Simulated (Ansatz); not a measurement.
The calculation's input:

```
crystal:
  lattice:
    - [0.5358376168, 2.4962191417, 2.4962191417]
    - [2.4962191417, 0.5358376168, 2.4962191417]
    - [2.4962191417, 2.4962191417, 0.5358376168]
  atoms:
    - { symbol: Ta, position: [0.5, 0.5, 0.5] }
    - { symbol: "N", position: [0.0, 0.0, 0.0] }
basis:
  ecutwfc: 500
kpoints:
  mp_grid: { grid: [26, 26, 26] }
hamiltonian:
  xc: r2scan
scf:
  occupations: { method: gaussian, width: 0.15 }
output:
  forces: true
  stress: true
  eigenvalues: true
  write_density: true
  write_potential: true
  elf: true
  volumetric_format: npy
```

Launched as:

```sh
ansatz run input.yaml --threads 1 --pin off --max-ram 2560MiB --backend cpu --events-out ev --progress --plain --runs-dir out
```

Below, planes, directions and counts refer to the conventional cell (a = 2.77 Å, b = 2.77 Å, c = 9.58 Å, α = 90.00°, β = 90.00°, γ = 120.00°).

Space group R-3m; computed pressure about 4 GPa in this cell.

These are results of DFT r2SCAN, scalar-relativistic, plane waves, PAW (Ansatz 0.2.0), not measurements.

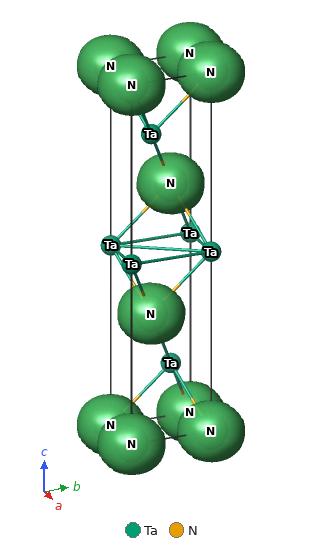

TaN. Isosurface of the ELF at 0.7 (green), seen slightly off an axis. Only the valence region is drawn (cores and ρ < 0.01 e/Å³ removed). Sticks mark near contacts.

Core electrons are frozen (PAW), and the valence fields are smoothed inside the atomic spheres.

What do the ELF domains correspond to?

Answer. The ELF exceeds this value in three regions wrapped around N (the valence shell of each), counted in one cell of 6 atoms. Any copies at cell faces, edges or corners count once.

Values along the shortest contacts:
Ta–N (2.26 Å): the ELF peaks at about 0.80 in the valence shell of N, 0.7 Å from its nucleus, and is about 0.15 at the midpoint; no localised pair shows between them. Ta–Ta (2.77 Å): the ELF is about 0.30 at the midpoint; no shared electron pair shows on this line.

Does the calculation give a band gap?

Answer. It is gapless in this calculation (a metal or semimetal); semilocal functionals without U, or without the true magnetic order, often close the gap of such compounds.
